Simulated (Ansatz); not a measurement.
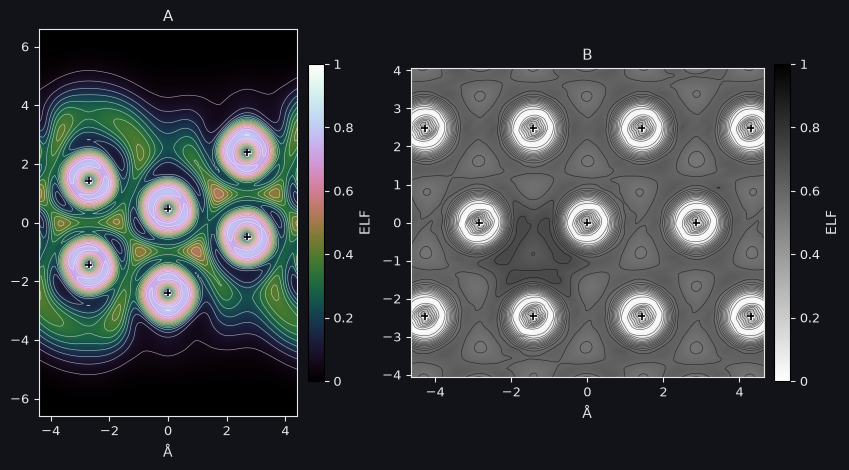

The ELF of 2 systems, each on a plane through atoms (crosses mark nuclei in the plane).

Theory: Ansatz, DFT PBE, scalar-relativistic, plane waves, PAW.

System 1: Nb (slab), the (110) plane of the calculation cell, a cut from vacuum to vacuum. Not relaxed (largest force 1.9 eV/Å).

```xyz
6
Lattice="4.6826 0.0000 0.0000 -2.3413 4.0553 0.0000 0.0000 0.0000 19.7792" Properties=species:S:1:pos:R:3 pbc="T T T"
Nb    2.3413    1.3517    7.5001
Nb    0.0000    2.7035    8.4558
Nb    0.0000    0.0000    9.4117
Nb    2.3413    1.3517   10.3675
Nb    0.0000    2.7035   11.3234
Nb    0.0000    0.0000   12.2791
```

System 2: Al (cell with a defect), the (100) plane of the calculation cell. 

```
Al
1.0
     0.00000    6.06219   -6.06219
     6.06219    6.06219    0.00000
     6.06219    0.00000   -6.06219
Al
26
Direct
  0.66667 0.33093 0.66667
  0.66667 0.66907 0.66667
  0.33573 0.00000 0.66667
  0.33573 0.33093 0.66667
  0.33310 0.66644 0.66736
  0.99760 0.00000 0.66667
  0.00023 0.33356 0.66597
  0.99760 0.66907 0.66667
  0.66667 0.00000 0.33573
  0.66667 0.33093 0.33573
  0.66736 0.66644 0.33310
  0.33310 0.00069 0.33310
  0.33371 0.33295 0.33371
  0.33310 0.66644 0.33310
  0.99760 0.00000 0.33573
  0.99962 0.33295 0.33371
  0.99962 0.66705 0.33371
  0.66667 0.00000 0.99760
  0.66597 0.33356 0.00023
  0.66667 0.66907 0.99760
  0.33573 0.00000 0.99760
  0.33371 0.33295 0.99962
  0.33371 0.66705 0.99962
  0.00023 0.99931 0.00023
  0.00023 0.33356 0.00023
  0.99962 0.66705 0.99962
```

Question: Match each panel to its system.

Answer: Panel A is system 1, Nb: the plane holds Nb. Nb–Nb (2.87 Å): the ELF is about 0.30 at the midpoint. Panel B is system 2, Al: the plane holds Al. Al–Al (2.84 Å): the ELF peaks at about 0.70 between the atoms.
